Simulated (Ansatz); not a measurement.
```
CELL_PARAMETERS angstrom
1.53931 -2.66616 0.00000
1.53931 2.66616 0.00000
0.00000 0.00000 9.49651
ATOMIC_POSITIONS crystal
Ta 0.33333 0.66667 0.11717
Ta 0.33333 0.66667 0.62507
Ta 0.66667 0.33333 0.88283
Ta 0.66667 0.33333 0.37493
N 0.00000 0.00000 0.24605
N 0.00000 0.00000 0.75395
```

Space group P-3m1; a structure from a database of computed crystals, not necessarily the ambient phase; not relaxed (largest force 1.3 eV/Å); computed pressure about 4 GPa in this cell.

Method: DFT PBEsol, scalar-relativistic, plane waves, PAW (Ansatz 0.2.0).

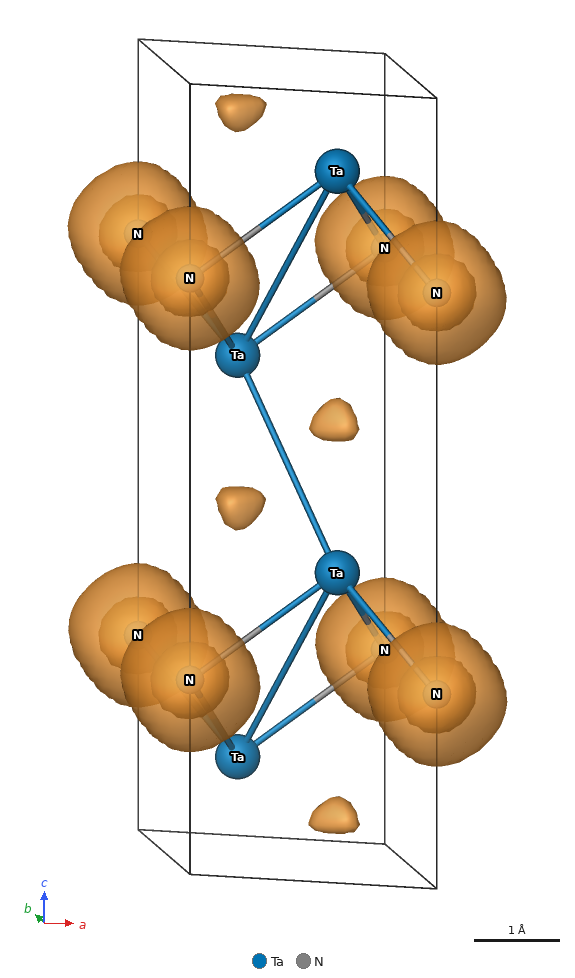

Ta₂N. Isosurface of the ELF at 0.7 (orange), seen slightly off an axis. Only the valence region is drawn (cores and ρ < 0.01 e/Å³ removed). Sticks mark near contacts.

Where are the electrons localised?

At this value the surface marks out two regions wrapped around N (the valence shell of each) and four pockets between the atoms, centred on no nucleus (multi-centre or interstitial), counted in one cell of 6 atoms. Any copies at cell faces, edges or corners count once. Profiles from the grid: Ta–N (2.16 Å): the ELF peaks at about 0.80 in the valence shell of N, 0.6 Å from its nucleus, and drops to about 0.20 between the two atoms: no localised pair shows between them. Ta–Ta (2.85 Å): the ELF is about 0.35 at the midpoint.
